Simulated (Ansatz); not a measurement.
**Cu$_{16}$Cl (slab): density, localisation and related maps**

```yaml
crystal:
  lattice:
    - [5.03937, 0.00000, 0.00000]
    - [-2.51968, 4.36422, 0.00000]
    - [0.00000, 0.00000, 25.17194]
  atoms:
    - { symbol: Cu, position: [0.33333, 0.16667, 0.33768] }
    - { symbol: Cu, position: [0.33333, 0.66667, 0.33768] }
    - { symbol: Cu, position: [0.83333, 0.16667, 0.33768] }
    - { symbol: Cu, position: [0.83333, 0.66667, 0.33768] }
    - { symbol: Cu, position: [0.66667, 0.33333, 0.41941] }
    - { symbol: Cu, position: [0.66667, 0.83333, 0.41941] }
    - { symbol: Cu, position: [0.16667, 0.33333, 0.41941] }
    - { symbol: Cu, position: [0.16667, 0.83333, 0.41941] }
    - { symbol: Cu, position: [0.00083, 0.49917, 0.50033] }
    - { symbol: Cu, position: [0.00083, 0.00166, 0.50033] }
    - { symbol: Cu, position: [0.49834, 0.49917, 0.50033] }
    - { symbol: Cu, position: [0.50000, 0.00000, 0.50303] }
    - { symbol: Cu, position: [0.33522, 0.67043, 0.58360] }
    - { symbol: Cu, position: [0.33522, 0.16478, 0.58360] }
    - { symbol: Cu, position: [0.83333, 0.66667, 0.57914] }
    - { symbol: Cu, position: [0.82957, 0.16478, 0.58360] }
    - { symbol: Cl, position: [0.16667, 0.33333, 0.65829] }
```

Computed without spin polarisation.

Computed with DFT PBE+D3(BJ), scalar-relativistic, plane waves, PAW (Ansatz 0.2.0).

Core electrons are frozen (PAW), and the valence fields are smoothed inside the atomic spheres.

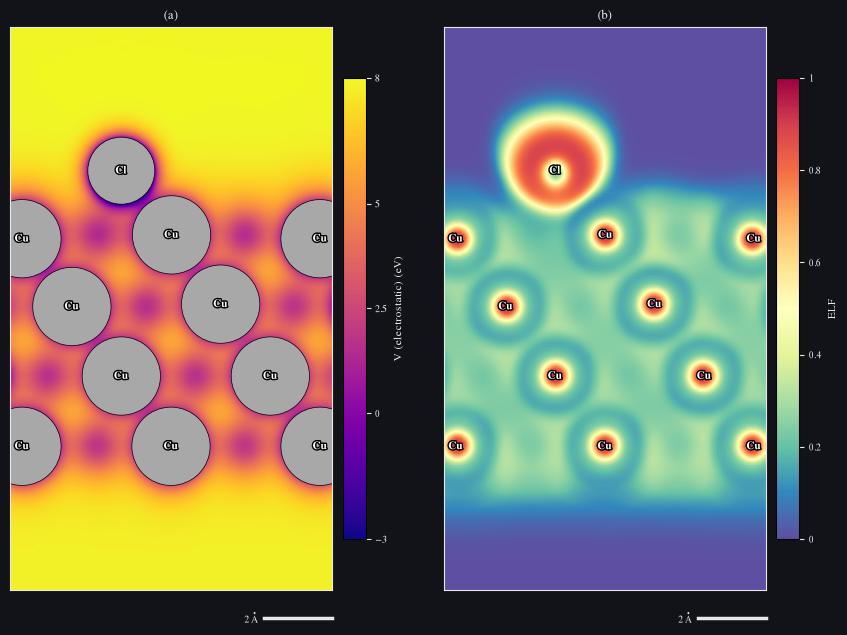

Figure 1. (a) electrostatic potential (local pseudopotential plus Hartree) felt by an electron; (b) electron localisation function on the (110) plane of the calculation cell, a cut from vacuum to vacuum. Grey discs cover the atomic cores in the potential map.

What do the fields say about this system?

Answer. The plane passes through Cu and Cl nuclei.
Cu–Cl (2.39 Å): the ELF peaks at about 0.85 in the valence shell of Cl, 0.7 Å from its nucleus, and is about 0.35 at the midpoint.
The features right at Cu lie inside the PAW spheres, where the map follows smoothed inner orbitals and isn't to be read closely.
Outside the cores the potential energy rises away from the atoms and is highest in the vacuum; its zero is arbitrary.

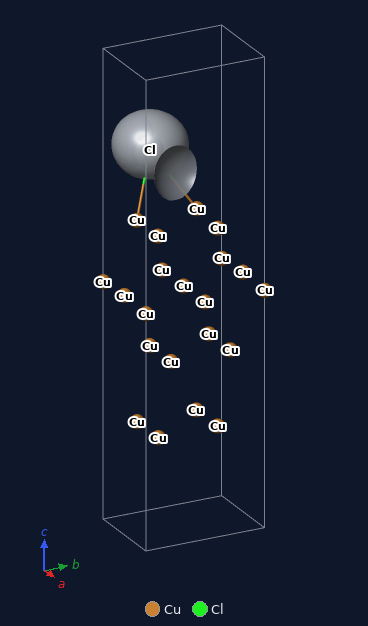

Figure 2. Isosurface of the ELF at 0.75 (grey), seen slightly off an axis. Only the valence region is drawn (cores and ρ < 0.01 e/Å³ removed). Sticks mark near contacts.

What do the ELF domains correspond to?

Answer. The ELF exceeds this value in one region wrapped around Cl (its valence shell), counted in one cell of 17 atoms. Counts are for one cell; the picture repeats the cell along the surface.

Does the calculation give a band gap?

Answer. It is metallic or semimetallic at this level of theory: no gap opens.
